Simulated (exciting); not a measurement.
## A series of single points on Er

System: Er (Im-3m, 1 atom in the cell).
Method: Kohn-Sham DFT of a periodic cell, PBEsol, all-electron LAPW+lo, shipped species files, spin-polarised (exciting sodium).

The 7 runs differ only in the geometry, by an even scaling of the cell at fixed fractional positions. The structure derives from a Materials Project entry.

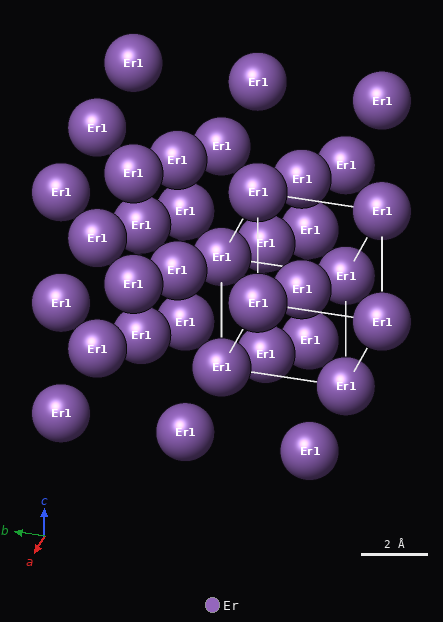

Figure 1. The structure of run 4 (spheres-only view of the cell 2 times as large as that of the calculation, set on its symmetry axes, repeated 2 × 2 × 2, seen at an oblique angle; atoms are numbered from 1 in the order of the input).

**Input of run 4**
```
<input>
  <title>Er</title>
  <structure speciespath="./" tshift="false">
    <crystal scale="1">
      <basevect>-3.737761976040 3.737761976040 3.737761976040</basevect>
      <basevect>3.737761976040 -3.737761976040 3.737761976040</basevect>
      <basevect>3.737761976040 3.737761976040 -3.737761976040</basevect>
    </crystal>
    <species speciesfile="Er.xml" rmt="2.3">
      <atom coord="0.000000000000 0.000000000000 0.000000000000" bfcmt="0 0 -8"/>
    </species>
  </structure>
  <groundstate do="fromscratch" ngridk="9 9 9" rgkmax="9.5" gmaxvr="14" lmaxapw="10" lmaxmat="10" lmaxvr="8" xctype="GGA_PBE_SOL" stype="Fermi Dirac" swidth="0.00183747" nempty="22" ValenceRelativity="iora*" epsengy="1e-05" epspot="1e-05" maxscl="90" tforce="true" outputlevel="normal">
    <spin reducebf="0.5"/>
  </groundstate>
  <properties>
    <chargedensityplot>
      <plot3d>
        <box grid="18 18 18">
          <origin coord="0 0 0"/>
          <point coord="1 0 0"/>
          <point coord="0 1 0"/>
          <point coord="0 0 1"/>
        </box>
      </plot3d>
    </chargedensityplot>
    <elfplot>
      <plot3d>
        <box grid="18 18 18">
          <origin coord="0 0 0"/>
          <point coord="1 0 0"/>
          <point coord="0 1 0"/>
          <point coord="0 0 1"/>
        </box>
      </plot3d>
    </elfplot>
    <exccplot>
      <plot3d>
        <box grid="18 18 18">
          <origin coord="0 0 0"/>
          <point coord="1 0 0"/>
          <point coord="0 1 0"/>
          <point coord="0 0 1"/>
        </box>
      </plot3d>
    </exccplot>
  </properties>
</input>
```

Command:
```bash
OMP_NUM_THREADS=1 exciting_smp
```

Lattice vectors (Å) and fractional positions of run 4:
```
  -1.977938    1.977938    1.977938
   1.977938   -1.977938    1.977938
   1.977938    1.977938   -1.977938
Er  0.000000  0.000000  0.000000
```

Run 2 has the same physical settings and fractional positions; its lattice vectors (Å) are:
```
  -1.951206    1.951206    1.951206
   1.951206   -1.951206    1.951206
   1.951206    1.951206   -1.951206
```

**Results, with one run withheld**

```csv
run,volume per atom (Å³),"free energy per atom, from the lowest run given (meV)"
1,29.096,14.03
2,29.715,?
3,30.334,2.34
4,30.953,0.00
5,31.572,0.41
6,32.191,2.51
7,32.810,6.39
```

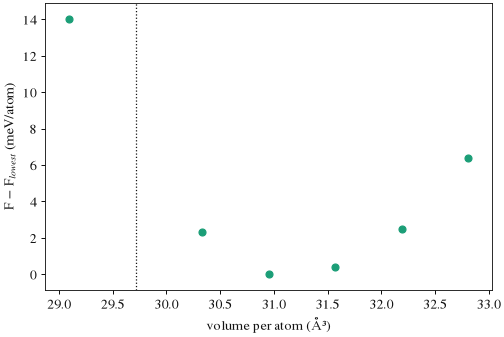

Figure 2. Free energy per atom of the runs given; the dotted line marks run 2.

What should run 2 give?

A cubic polynomial in V^(−2/3) (the Birch–Murnaghan form), fitted to the 6 runs given, misses them by at most 0.18 meV per atom. With x = V^(−2/3) − 0.10108 Å⁻², it reads F = 0.012267 + 248.43 x + 5.9548e+05 x² + 1.2117e+06 x³ (meV per atom). At run 2 it gives 6.76 meV per atom, and the run itself gives 5.45. The fit has its minimum at 31.214 Å³ per atom, where V d²F/dV² gives 27.6 GPa: the bulk modulus at this level, since symmetry fixes the shape and the positions. So low a polynomial doesn't follow these energies more closely.

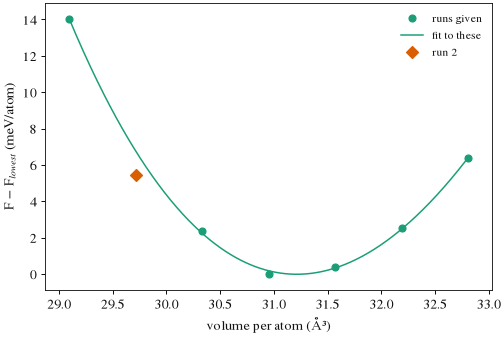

Figure 3. The fit and the withheld run.

**Some lines of the output (run 2)**
```
[...]
 Absolute change in total energy   (target) :  0.200021E-04  ( 0.100000E-04)
 Total energy                               :    -13095.57103362
 Fermi energy                               :         0.29897993
 DOS at Fermi energy (states/Ha/cell)       :       171.07927747
 Absolute change in total energy   (target) :  0.835499E-04  ( 0.100000E-04)
 Total energy                               :    -13095.57103132
 DOS at Fermi energy (states/Ha/cell)       :       171.07919213
 Absolute change in total energy   (target) :  0.229864E-05  ( 0.100000E-04)
 Total energy                               :    -13095.57102891
 Fermi energy                               :         0.29897989
 DOS at Fermi energy (states/Ha/cell)       :       171.07919233
 Absolute change in total energy   (target) :  0.241044E-05  ( 0.100000E-04)
 Total energy                               :    -13095.57108859
 DOS at Fermi energy (states/Ha/cell)       :       171.07936205
```

Notes: Points of doubt noted for this run: forces with spin.
